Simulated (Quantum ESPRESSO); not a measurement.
**A series of single points on BP**

System: BP (2 atoms in the cell).
Method: Kohn-Sham DFT of a periodic cell, r2SCAN, SG15 PBE 1.2, no spin polarisation (Quantum ESPRESSO 7.5).

The 7 runs differ only in the geometry, by an even scaling of the cell at fixed fractional positions. The structure derives from an entry of the Crystallography Open Database.

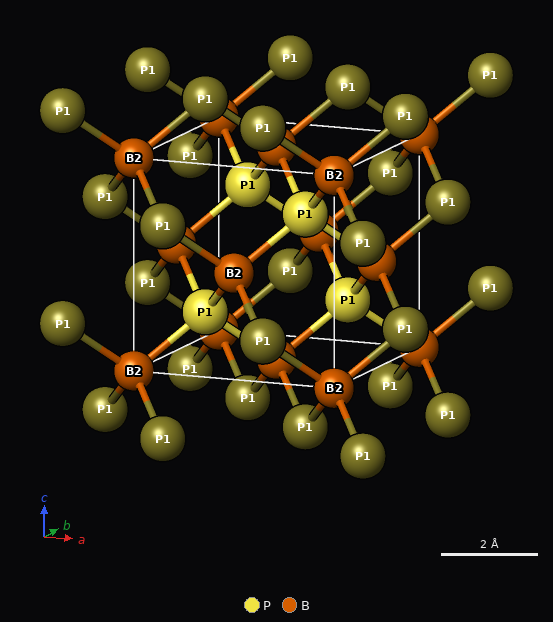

Figure 1. The structure of run 4 (ball-and-stick view of the cell 4 times as large as that of the calculation, set on its symmetry axes, seen slightly off an axis; neighbours outside the cell are drawn fainter; atoms are numbered from 1 in the order of the input). An atom can appear more than once, as a periodic image.

**Input of run 4**
```
&CONTROL
  calculation = 'scf'
  prefix = 'pwscf'
  outdir = './tmp'
  pseudo_dir = './pseudo'
  tstress = .true.
  disk_io = 'nowf'
/
&SYSTEM
  ibrav = 0
  nat = 2
  ntyp = 2
  ecutwfc = 70
  nbnd = 9
  input_dft = 'r2scan'
  occupations = 'smearing'
  smearing = 'fd'
  degauss = 0.00367493
  nosym = .true.
  nr1 = 36
  nr2 = 36
  nr3 = 36
/
&ELECTRONS
  conv_thr = 1d-08
  electron_maxstep = 120
  mixing_beta = 0.5
/
ATOMIC_SPECIES
P     30.9738 P_ONCV_PBE-1.2.upf
B     10.8100 B_ONCV_PBE-1.2.upf
CELL_PARAMETERS angstrom
   0.0000000000    2.2690000000    2.2690000000
   2.2690000000    0.0000000000    2.2690000000
   2.2690000000    2.2690000000    0.0000000000
ATOMIC_POSITIONS crystal
P      0.7500000000    0.7500000000    0.7500000000
B      0.0000000000    0.0000000000    0.0000000000
K_POINTS automatic
8 8 8 0 0 0
```

Command:
```bash
OMP_NUM_THREADS=1 mpirun -n 2 pw.x -nk 2 -in pw.in > pw.out
```

Run 5 differs from it as follows:
```diff
-   0.0000000000    2.2690000000    2.2690000000
-   2.2690000000    0.0000000000    2.2690000000
-   2.2690000000    2.2690000000    0.0000000000
+   0.0000000000    2.2840269280    2.2840269280
+   2.2840269280    0.0000000000    2.2840269280
+   2.2840269280    2.2840269280    0.0000000000
```

**Results, with one run withheld**

| run | volume per atom (Å³) | free energy per atom, from the lowest run given (meV) | pressure (GPa) | gap on the mesh (eV) |
| --- | --- | --- | --- | --- |
| 1 | 10.981 | 21.89 | 10.93 | 1.37 |
| 2 | 11.214 | 8.98 | 6.77 | 1.39 |
| 3 | 11.448 | 1.86 | 2.99 | 1.42 |
| 4 | 11.682 | 0.00 | −0.45 | 1.44 |
| 5 | 11.915 | ? | ? | ? |
| 6 | 12.149 | 10.21 | −6.43 | 1.48 |
| 7 | 12.383 | 21.45 | −9.01 | 1.50 |

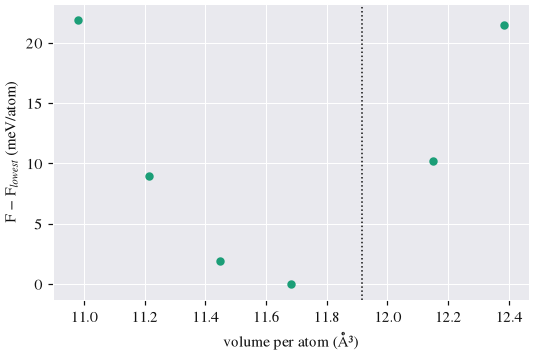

Figure 2. Free energy per atom of the runs given; the dotted line marks run 5.

Fit the runs given and predict run 5.

A cubic polynomial in V^(−2/3) (the Birch–Murnaghan form), fitted to the 6 runs given, misses them by at most 0.01 meV per atom. With x = V^(−2/3) − 0.19486 Å⁻², it reads F = −0.0084815 + 207.05 x + 3.5749e+05 x² − 1.4553e+05 x³ (meV per atom). At run 5 it gives 2.93 meV per atom, and the run itself gives 2.93. The slope of the fit gives a pressure −dF/dV of −3.54 GPa there, and the run prints −3.58 GPa. The fit has its minimum at 11.652 Å³ per atom, where V d²F/dV² gives 165 GPa: the bulk modulus at this level, since symmetry fixes the shape and the positions. The gap on the mesh goes, without turning, from 1.37 eV in run 1 to 1.50 eV in run 7; run 5 has 1.46 eV. These are gaps of this functional on this mesh, which can miss the band edges; they aren't the measured gap.

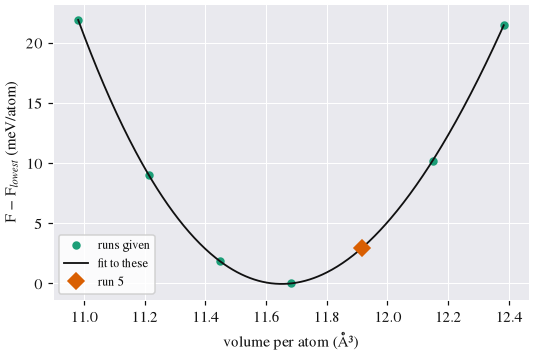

Figure 3. The fit and the withheld run.

**Some lines of the output (run 5)**
```
[...]
     unit-cell volume          =     160.8164 (a.u.)^3
     number of k points=   260  Fermi-Dirac smearing, width (Ry)=  0.0037
     total energy              =     -18.89545969 Ry
     total energy              =     -18.92009217 Ry
     total energy              =     -18.92206529 Ry
     total energy              =     -18.92227336 Ry
     total energy              =     -18.92230409 Ry
     total energy              =     -18.92230488 Ry
     total energy              =     -18.92230505 Ry
     the Fermi energy is     9.6505 ev
!    total energy              =     -18.92230508 Ry
     The total energy is F=E-TS. E is the sum of the following terms:
     Computing stress (Cartesian axis) and pressure
          total   stress  (Ry/bohr**3)                   (kbar)     P=      -35.82
```

Notes: Further notes kept with the run: potentials made for another functional. Points of doubt noted for this run: potentials made for another functional.
